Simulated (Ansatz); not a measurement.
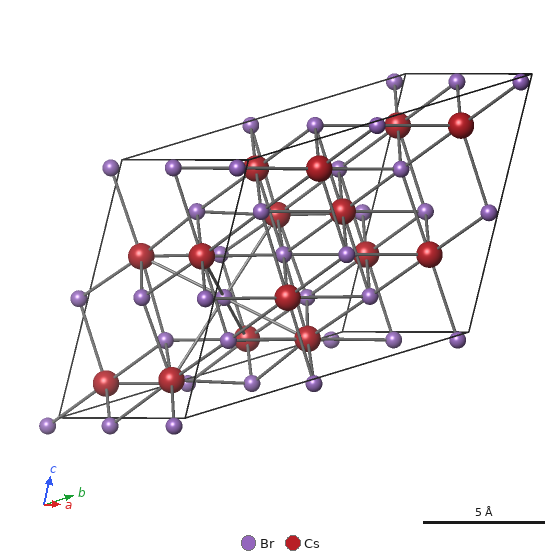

Crystal structure, ball-and-stick style, seen from a general direction. The wireframe shows the supercell. The host is CsBr, in a cell of 32 sites, and the cell carries a charge of +1.

Which defect is modelled here, and what are its neighbours?

Answer. Bromine on a caesium site (an antisite). It is bonded to six Cs in an octahedral arrangement at about 4.2 Å.

All computed values are from Ansatz 0.2.0, DFT PBE, scalar-relativistic, plane waves, PAW. Settings: a cutoff energy of 420 eV, Brillouin-zone sampling on a 2×2×2 mesh, Gaussian smearing of 0.01 eV, collinear spins.

Does the defect leave unpaired spin?

Answer. Yes, 3.0 μB in the cell.

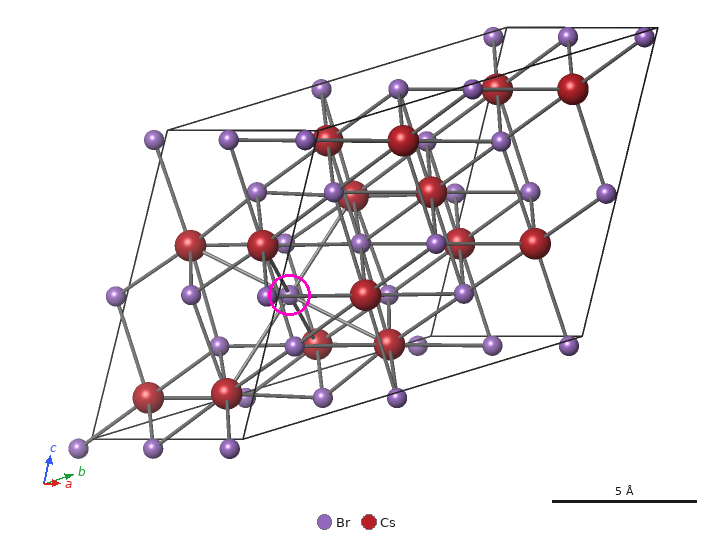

The same cell with a ring at the defect's site.

The atoms were relaxed in the host's cell with DFT PBE, scalar-relativistic, plane waves, PAW in Ansatz 0.2.0.
